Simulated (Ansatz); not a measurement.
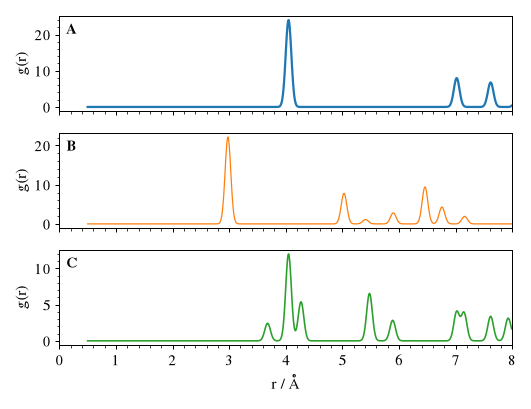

Partial pair correlation functions g(r) computed from the static structure of MgI2, each distance broadened by a Gaussian of σ = 0.05 Å. Structure used: the input geometry of an electronic-structure calculation (not necessarily at equilibrium); the starting structure was generated, so it need not be a known form of this composition.

```
Mg I
1.0
     4.05495    0.00000    0.00000
    -2.02748    3.51169    0.00000
     0.00000    0.00000   21.76627
Mg I
3 6
Direct
  0.00000 0.00000 0.00001
  0.66667 0.33333 0.33334
  0.33333 0.66667 0.66668
  0.33333 0.66667 0.24875
  0.66667 0.33333 0.08458
  0.00000 0.00000 0.58208
  0.33333 0.66667 0.41791
  0.66667 0.33333 0.91541
  0.00000 0.00000 0.75124
```

Question: The panels are unlabelled. Name the pair for each.

Answer: panel A is Mg–Mg (first distance 4.05 Å); panel B is Mg–I (first distance 2.98 Å); panel C is I–I (first distance 3.68 Å).

Question: Give the first two coordination shells of each pair (distances closer than 0.12 Å counted as one shell; neighbours averaged over all atoms of the first element).

Answer:
| pair | first shell (Å) | neighbours in it | second shell (Å) | neighbours in the second |
| --- | --- | --- | --- | --- |
| Mg–Mg | 4.05 | 6 Mg per Mg | 7.02 | 6 |
| Mg–I | 2.98 | 6 I per Mg | 5.03 | 6 |
| I–I | 3.68 | 1 I per I | 4.05 | 6 |
